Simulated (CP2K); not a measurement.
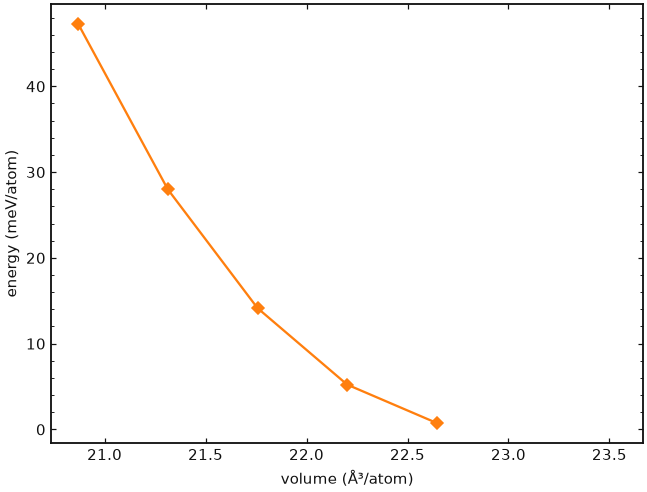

Plotted: energy against volume for Se, space group Pm-3m (No. 221).

Cell as given: a = 2.811 Å, b = 2.811 Å, c = 2.811 Å, α = 90.00°, β = 90.00°, γ = 90.00°; 1 atom.

Method: DFT in Gaussian orbitals with a plane-wave density, no spin polarisation; energies at scaled volumes of the given cell, shape and fractions fixed, counted from the fit's minimum, third-order Birch-Murnaghan fit (CP2K 2026.2). Level: PBE.

k mesh 9×9×9; occupations Fermi–Dirac; smearing width 0.05 eV; potentials GTH PBE with UZH TZVP basis; density cutoff 6123 eV; program settings ngrids 4, basis sets Se TZVP-MOLOPT-PBE-GTH-q6, cutoff ry 450 Ry, rel cutoff ry 60 Ry.

The points at volume 23.09 Å³/atom and 23.53 Å³/atom are left out of the plot. What values does the calculation give there?

```
volume (Å³/atom)  energy (meV/atom)
           23.09               0.26
           23.53               3.39
```
